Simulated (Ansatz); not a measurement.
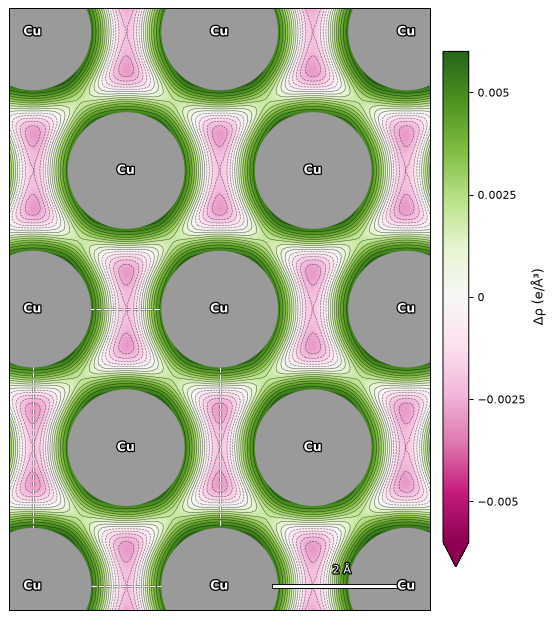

Cu: difference of two self-consistent densities at the same geometry, ρ(LDA) − ρ(PBE), on the (110) plane of the conventional cell. Grey discs cover the cores, where the PAW densities can't be compared. Cores are masked to 0.9 Å (Cu).

Space group I4/mmm. This isn't the usual form at ambient conditions. The cell comes from a database of computed structures, not from a measurement.

Both runs: Ansatz, scalar-relativistic, plane waves and PAW, same cutoff, k-points and PAW files (made with PBE).

What differs between the two levels of theory?

Answer. Against PBE, and outside the masked cores, the largest gain lies at the edge of the masked core of Cu, and the largest loss, 0.003 e/Å³, lies 1.6 Å from a copper nucleus. At this volume the pressure is 7 GPa with PBE and −8 GPa with LDA.
